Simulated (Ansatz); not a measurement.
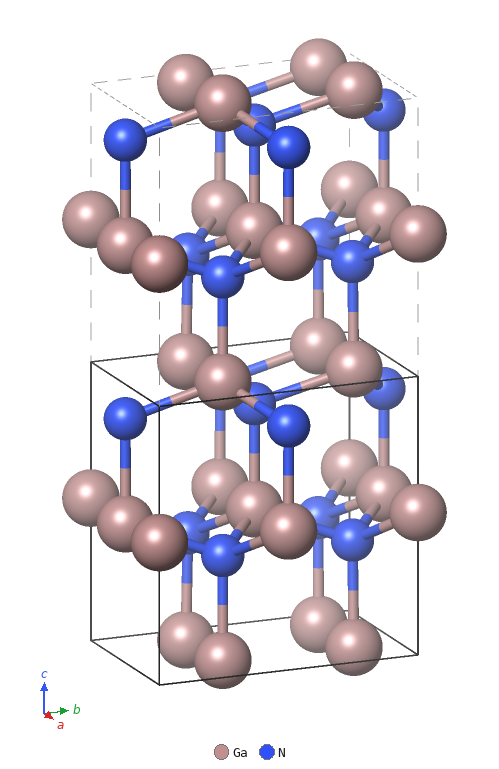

Ball-and-stick drawing of the structure, looking slightly off an axis. A 1×1×2 array of cells is drawn; the conventional unit cell has the solid edges.

Ga₈N₇, space group P3m1 (No. 156), a = 6.44 Å, b = 6.44 Å, c = 5.24 Å, α = 90.00°, β = 90.00°, γ = 120.00°.

Calculation details: DFT PBE, scalar-relativistic, plane waves, PAW (Ansatz 0.2.0); wavefunction cutoff 420 eV, k-points about 0.30 Å⁻¹ apart, Gaussian smearing of 0.01 eV, collinear spins.

How large a gap does the method give, if there is one?

A semiconductor at this level, with a gap of 0.13 eV on the k-mesh (the true edges may lie between mesh points, so the gap can be somewhat smaller).

Its origin is a structure listed in the Materials Project, repeated into a supercell with a point defect put in. The atoms were relaxed in a fixed cell with DFT PBE, scalar-relativistic, plane waves, PAW in Ansatz.
